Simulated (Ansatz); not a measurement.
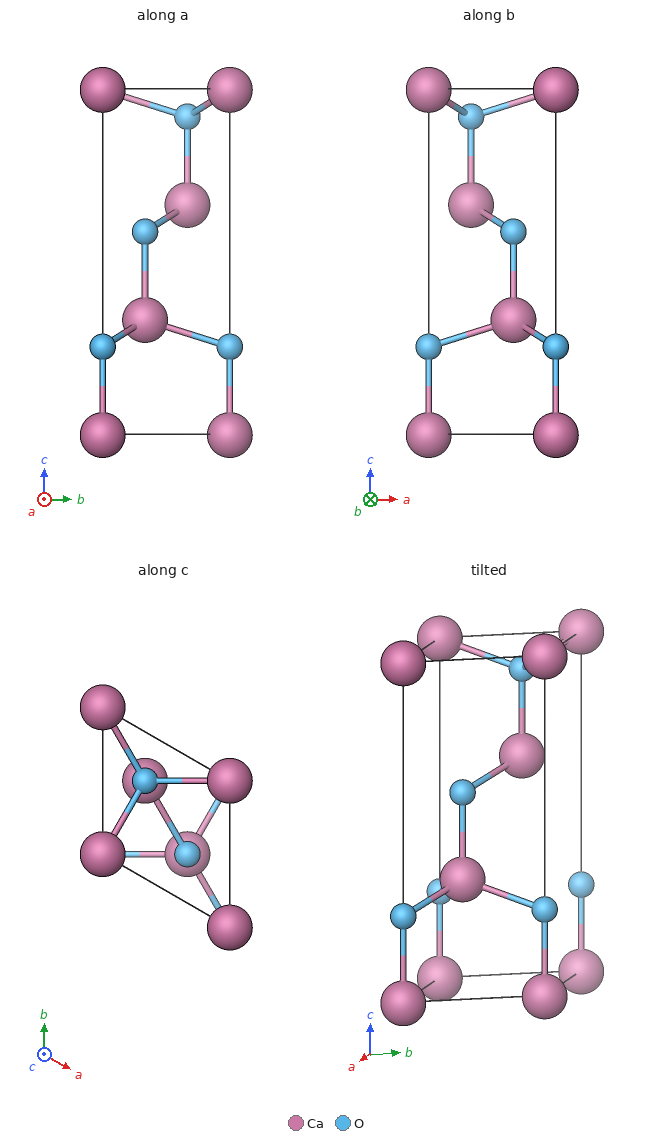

Shown here is a ball-and-stick view of the crystal, taken along the a axis, along the b axis, along the c axis and slightly off an axis. One conventional unit cell is outlined, and atoms on its boundary appear in each equivalent place.

Lattice parameters: a = 3.6865 Å, b = 3.6865 Å, c = 8.6688 Å, α = 90.000°, β = 90.000°, γ = 120.000°.

Transcribe the picture into a CIF with its space group and independent sites, with free fractional coordinates to two decimals.

```cif
data_structure
_symmetry_space_group_name_H-M 'R 3 m :H'
_symmetry_Int_Tables_number 160
_cell_length_a 3.6865
_cell_length_b 3.6865
_cell_length_c 8.6688
_cell_angle_alpha 90.000
_cell_angle_beta 90.000
_cell_angle_gamma 120.000
_cell_volume 102.03
loop_
_atom_site_label
_atom_site_type_symbol
_atom_site_symmetry_multiplicity
_atom_site_Wyckoff_symbol
_atom_site_fract_x
_atom_site_fract_y
_atom_site_fract_z
_atom_site_occupancy
Ca1 Ca 3 a 0.3333 0.6667 0.66 1
O1 O 3 a 0.3333 0.6667 0.92 1
```

Provenance: a structure type filled with these elements by a generator (whether the compound takes this form wasn't checked). Earlier steps of the study may have refined or changed the cell and positions. Ansatz was used for an electronic-structure calculation on it.
